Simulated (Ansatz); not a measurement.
Run report: Al16HO, molecular dynamics (part 3 of 3)

The same run, continued: Al16HO (slab, 18 atoms in the cell); DFT PBE, scalar-relativistic, plane waves, PAW, PAW set soft_1, no spin polarisation (Ansatz 0.2.0); cutoff 420 eV, 2×2×1 k-mesh, Fermi–Dirac smearing of 0.15 eV. One setting was made poor on purpose. The input holds or restrains some coordinates. It belongs to a series of runs on one base structure; here: dynamics from the start.

Geometry of the input (Å; fractional positions):
```
5.7276  0.0000  0.0000
2.8638  4.9602  0.0000
0.0000  0.0000  18.0148
Al 0.0000  0.0000  0.0555
Al 0.5000  0.0000  0.0555
Al -0.0000  0.5000  0.0555
Al 0.5000  0.5000  0.0555
Al 0.1674  0.1677  0.1860
Al 0.6636  0.1682  0.1859
Al 0.1675  0.6648  0.1860
Al 0.6654  0.6673  0.1875
Al -0.1641  0.3268  0.3067
Al 0.3327  0.3336  0.3062
Al -0.1640  0.8373  0.3067
Al 0.3258  0.8371  0.3073
Al -0.0060  0.0031  0.4890
Al 0.4964  0.0014  0.4447
Al -0.0019  0.5010  0.4435
Al 0.4963  0.5023  0.4447
O  -0.0353  0.0173  0.5849
H  0.1169  -0.0575  0.6184
```

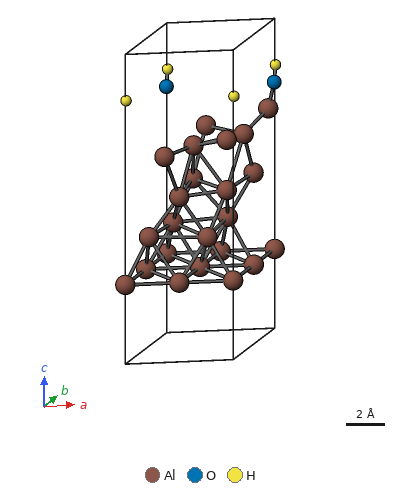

*The geometry at step 120 of the log (ball-and-stick view of the cell of the calculation, with the vacuum cut short, seen slightly off an axis).*

```
SCF converged after 7 iterations
Free energy (F): -9178.512085 eV
Harris-Foulkes:  -9178.512085 eV  (|F-HF|=2.00e-9)
Internal energy: -9177.892986 eV  (E = F + TS)
E sigma→0 (E₀):  -9178.202536 eV
Entropy (-TS):   -0.619099 eV (-34.394 meV/atom)
Fermi energy:    2.472746 eV
--- Per-component energies (eV) ---
  E_band       = -132.673001
  E_kinetic    = 530.399266
  E_local      = -4595.970367  (includes V_loc(G=0)·N_el)
  E_nonlocal   = 217.035047
  E_hartree    = 2186.616069
  E_xc         = -673.928313
  E_vxc        = -556.375517  (∫ρ·V_xc dr)
  E_paw        = -7674.640124  (= ΣΔE_a)
  E_vpaw       = -100.993398  (= ΣTr[D̂ρ^β])
  E_aug_tail   = -0.000250  (compensation charges beyond the density's cutoff)
  E_ewald      = 832.595687
  E_smearing   = -0.619099  (= −TS)
  E_closure    = -0.000000  (closes the sum)
  Σ components = -9178.512085   (vs F -9178.512085, Δ=0.00e0)
--- Forces (eV/Å), atoms counted from 1 ---
  atom   1  Al    -0.07962702     0.04465892    -0.20339951
  atom   2  Al     0.11352180     0.13785846    -0.41816736
  atom   3  Al    -0.07270897    -0.07651148    -0.00802451
  atom   4  Al     0.11509977    -0.08697959    -0.01083939
  atom   5  Al    -0.08252967     0.63965762     0.40787997
  atom   6  Al    -0.01321993     0.29888428    -0.26339177
  atom   7  Al    -0.09003982    -0.46182037    -0.00854836
  atom   8  Al     0.21470973    -1.01523407     0.46151846
  atom   9  Al    -0.32960704     0.22512985    -0.40053673
  atom  10  Al     0.67504593     1.37683328     0.15596721
  atom  11  Al    -0.03175215     0.04420395     0.06765355
  atom  12  Al    -0.62488508    -1.33251927    -0.17664217
  atom  13  Al    -0.33239487     0.10431745    -0.97757189
  atom  14  Al     0.45127381    -0.37092333     0.37923559
  atom  15  Al     0.06143000     0.31920368    -0.05885857
  atom  16  Al     0.05696180     0.20418213     0.18003186
  atom  17  O     -0.38617710    -0.32491468     0.93793135
  atom  18  H      0.35490353     0.27395981    -0.06421106
  max |Σ_I F_I| component: 2.67e-5 eV/Å
--- MD trajectory: 200 steps, t = 0.0 → 100.0 fs ---
  final state: T = 696.8 K   F+E_penalty+E_count = -9178.51208521 eV   E_kin = 1.261012 eV
  conserved energy: peak-to-peak 3.220e-4 eV (1.789e-5 eV/atom) over 100.0 fs
```

## Trajectory as extended XYZ (Å, eV, eV/Å), 6 of the 201 frames kept, from step=0 to step=200
```
18
Lattice="5.7276 0.0000 0.0000 2.8638 4.9602 0.0000 0.0000 0.0000 18.0148" Properties=species:S:1:pos:R:3:forces:R:3 step=0 time_fs=0.0 energy=-9179.83272 temperature=750.0
Al    0.0000    0.0000    1.0000    0.0025  -0.0009   0.0627
Al    2.8638    0.0000    1.0000   -0.0067   0.0042  -0.0234
Al    1.4319    2.4801    1.0000    0.0037  -0.0026  -0.0113
Al    4.2957    2.4801    1.0000   -0.0065   0.0035  -0.0236
Al    1.4392    0.8317    3.3504    0.0010   0.0001  -0.0039
Al    4.2824    0.8344    3.3487    0.0000  -0.0002   0.0032
Al    2.8633    3.2977    3.3502    0.0000  -0.0003  -0.0032
Al    5.7222    3.3101    3.3778    0.0006  -0.0004   0.0015
Al   -0.0040    1.6209    5.5248   -0.0052   0.0027   0.0120
Al    2.8610    1.6548    5.5158    0.0087  -0.0047   0.0009
Al    1.4584    4.1533    5.5245   -0.0053   0.0030   0.0125
Al    4.2635    4.1521    5.5367    0.0009  -0.0006  -0.0193
Al   -0.0256    0.0155    8.8084    0.0110  -0.0072   0.0230
Al    2.8469    0.0069    8.0117    0.0045   0.0043  -0.0078
Al    1.4240    2.4850    7.9898   -0.0046   0.0026   0.0038
Al    4.2811    2.4915    8.0119   -0.0007  -0.0058  -0.0085
O    -0.1525    0.0860   10.5368   -0.0180   0.0106  -0.0057
H     0.5048   -0.2850   11.1408    0.0144  -0.0081  -0.0130
18
Lattice="5.7276 0.0000 0.0000 2.8638 4.9602 0.0000 0.0000 0.0000 18.0148" Properties=species:S:1:pos:R:3:forces:R:3 step=40 time_fs=20.0 energy=-9179.19228 temperature=683.8
Al    0.0000    0.0000    1.0000    0.0144   0.0892   0.0358
Al    2.8638    0.0000    1.0000   -0.0076  -0.1011   0.1688
Al    1.4319    2.4801    1.0000   -0.2225  -0.0227  -0.1800
Al    4.2957    2.4801    1.0000    0.2403   0.0579  -0.2740
Al    1.4100    0.9627    3.3914    0.0997  -0.9768  -0.5580
Al    4.3528    0.9380    3.2446   -0.1112  -0.7432   0.3800
Al    2.8800    3.1801    3.2397    0.1368   0.8336   0.8059
Al    5.8380    3.3329    3.5069   -0.4596   0.6724  -1.3545
Al   -0.0546    1.6380    5.4330   -0.0552  -0.5595   0.9232
Al    2.9141    1.5278    5.4116    0.0606   0.1768   0.5208
Al    1.4218    3.9794    5.6088    0.6894   0.5655  -0.2915
Al    4.2636    4.0832    5.5317   -0.4863   0.1658  -0.2291
Al   -0.1462    0.0054    8.7781    0.2828   0.0357   0.1603
Al    2.6665   -0.0030    8.0098   -0.2568   0.2635   0.0036
Al    1.2686    2.6897    8.0255    0.2560  -0.8680   0.0437
Al    4.1901    2.3144    7.9999   -0.0957   0.3654  -0.1621
O    -0.1340   -0.0920   10.5066    0.0025   0.0335   0.1420
H     0.6431   -0.0302   11.0819   -0.0878   0.0118  -0.1347
18
Lattice="5.7276 0.0000 0.0000 2.8638 4.9602 0.0000 0.0000 0.0000 18.0148" Properties=species:S:1:pos:R:3:forces:R:3 step=80 time_fs=40.0 energy=-9178.59274 temperature=826.2
Al    0.0000    0.0000    1.0000    0.0785   0.0485  -0.0630
Al    2.8638    0.0000    1.0000   -0.0154  -0.0656   0.1078
Al    1.4319    2.4801    1.0000   -0.2204  -0.0352  -0.2127
Al    4.2957    2.4801    1.0000    0.2488   0.1057  -0.4686
Al    1.3851    0.9944    3.3657    0.0859  -0.9338  -0.4126
Al    4.4309    0.9665    3.1632   -0.1522  -0.6944   0.5114
Al    2.9225    3.1471    3.2113    0.0789   0.8910   0.7915
Al    5.9232    3.4583    3.4853   -0.6484   0.3093  -0.9816
Al   -0.1250    1.5823    5.4405    0.4007  -0.3066   0.5869
Al    2.9903    1.3807    5.3480   -0.2787   0.0281   0.4637
Al    1.4734    3.8292    5.6751    0.5174   0.5596  -0.4792
Al    4.1947    4.0161    5.4907   -0.1690   0.2835  -0.1971
Al   -0.2625   -0.0110    8.7186    0.3261  -0.3522   1.9330
Al    2.3846    0.0224    8.0065   -0.1674   0.2098  -0.1064
Al    1.0945    2.8296    8.0824    0.0888  -1.3369   0.2037
Al    4.0523    2.1373    7.9587   -0.1112   0.8495  -0.2084
O    -0.1181   -0.3070   10.5542    0.1048   0.6173  -1.7095
H     0.5825    0.2986   10.8668   -0.1671  -0.1776   0.2410
18
Lattice="5.7276 0.0000 0.0000 2.8638 4.9602 0.0000 0.0000 0.0000 18.0148" Properties=species:S:1:pos:R:3:forces:R:3 step=120 time_fs=60.0 energy=-9178.63557 temperature=727.7
Al    0.0000    0.0000    1.0000    0.1056  -0.0853  -0.2333
Al    2.8638    0.0000    1.0000   -0.0278   0.0961  -0.2298
Al    1.4319    2.4801    1.0000   -0.0165  -0.0127  -0.0589
Al    4.2957    2.4801    1.0000    0.0750   0.1121  -0.2501
Al    1.3748    0.9089    3.2888    0.2312  -0.0412   0.1396
Al    4.4865    0.9089    3.1506   -0.2876   0.0263   0.5341
Al    2.9716    3.2230    3.2783   -0.3029  -0.0300  -0.2100
Al    5.9254    3.6198    3.3409   -0.4010  -0.6398   0.3335
Al   -0.1411    1.4854    5.5262    0.7379   0.0975  -0.0107
Al    3.0275    1.2367    5.3422   -0.5965  -0.0853   0.0059
Al    1.5840    3.7512    5.6789   -0.5269   0.2405  -0.4423
Al    4.1135    3.9876    5.4263    0.9374   0.3475   0.1640
Al   -0.3508   -0.0527    8.8277   -0.7704   0.5614  -2.2893
Al    2.0878    0.0737    7.9856    0.5642  -0.0874  -0.3751
Al    0.9315    2.8021    8.1617   -0.0932  -0.6894  -0.0398
Al    3.9015    2.0658    7.8922    0.0429   0.6562  -0.0067
O    -0.0806   -0.4277   10.3914    0.3425  -0.4344   2.9297
H     0.0568    0.1249   11.1697   -0.0139  -0.0319   0.0392
18
Lattice="5.7276 0.0000 0.0000 2.8638 4.9602 0.0000 0.0000 0.0000 18.0148" Properties=species:S:1:pos:R:3:forces:R:3 step=160 time_fs=80.0 energy=-9178.34341 temperature=784.1
Al    0.0000    0.0000    1.0000    0.0168  -0.0803  -0.2927
Al    2.8638    0.0000    1.0000    0.0071   0.2811  -0.6428
Al    1.4319    2.4801    1.0000    0.0499  -0.0409   0.0475
Al    4.2957    2.4801    1.0000    0.0142   0.0203  -0.0173
Al    1.3945    0.8094    3.2228    0.0959   0.7725   0.3766
Al    4.5061    0.8485    3.2149   -0.1779   0.5747   0.2708
Al    2.9800    3.3032    3.3221   -0.5186  -0.7478  -0.8704
Al    5.8679    3.6971    3.2282   -0.0146  -1.4347   1.0455
Al   -0.0589    1.3934    5.6212    0.1839   0.2729  -0.2763
Al    2.9885    1.0770    5.3427   -0.0612   0.3730  -0.0769
Al    1.6328    3.7063    5.6195   -0.8214   0.0435  -0.1156
Al    4.1567    4.0032    5.3825    1.0368  -0.1775   0.4146
Al   -0.5195   -0.0703    8.8335   -0.0608  -0.6370   1.9591
Al    1.8515    0.1157    7.9126    0.9494  -0.3505  -0.2617
Al    0.7465    2.6675    8.2435   -0.0376   0.0728  -0.1395
Al    3.7434    2.0915    7.8183    0.0362   0.4673   0.1324
O    -0.0034   -0.5582   10.5811   -0.9839   0.6420  -1.3948
H    -0.7172   -0.4523   11.2425    0.2858  -0.0515  -0.1583
18
Lattice="5.7276 0.0000 0.0000 2.8638 4.9602 0.0000 0.0000 0.0000 18.0148" Properties=species:S:1:pos:R:3:forces:R:3 step=200 time_fs=100.0 energy=-9178.51209 temperature=696.8
Al    0.0000    0.0000    1.0000   -0.0796   0.0447  -0.2034
Al    2.8638    0.0000    1.0000    0.1135   0.1379  -0.4182
Al    1.4319    2.4801    1.0000   -0.0727  -0.0765  -0.0080
Al    4.2957    2.4801    1.0000    0.1151  -0.0870  -0.0108
Al    1.4289    0.8000    3.2034   -0.0825   0.6397   0.4079
Al    4.5018    0.8542    3.3185   -0.0132   0.2989  -0.2634
Al    2.9247    3.2966    3.2671   -0.0900  -0.4618  -0.0085
Al    5.8025    3.5936    3.2394    0.2147  -1.0152   0.4615
Al    0.0565    1.3316    5.6844   -0.3296   0.2251  -0.4005
Al    2.9409    0.9681    5.3358    0.6750   1.3768   0.1560
Al    1.5820    3.6675    5.5373   -0.0318   0.0442   0.0677
Al    4.3248    3.9853    5.3818   -0.6249  -1.3325  -0.1766
Al   -0.7140   -0.1491    9.0287   -0.3324   0.1043  -0.9776
Al    1.7225    0.1140    7.8053    0.4513  -0.3709   0.3792
Al    0.5454    2.5278    8.3128    0.0614   0.3192  -0.0589
Al    3.5821    2.1841    7.7578    0.0570   0.2042   0.1800
O    -0.1130   -0.5920   10.5702   -0.3862  -0.3249   0.9379
H    -0.6809   -1.1933   11.0937    0.3549   0.2740  -0.0642
```

## Key numbers

| quantity | value |
| --- | --- |
| outcome | finished |
| mean temperature over the second half | 750 K |
| trajectory | 200 steps, 100 fs |
| ensemble | nvt_nose_hoover |
| temperature in the input | 750.0 K |
| time step | 0.5 fs |
| electrons treated | 55 |
| potential energy (free energy of the electrons) (last step) | −9178.5121 eV |
| Fermi energy (last step) | 2.473 eV |
| largest force (length of the vector) (last step), held atoms and coordinates included | 1.541 eV/Å |
| wall time | 11 min |
| peak memory | 0.75 GiB |

## Notes

A deliberately poor setting: short tau. The cell holds an odd number of electrons but the run has no spin polarisation, so a band is left half filled. The k-point mesh is coarse for a cell of this size, so the results may not be converged. So short a trajectory is not equilibrated.
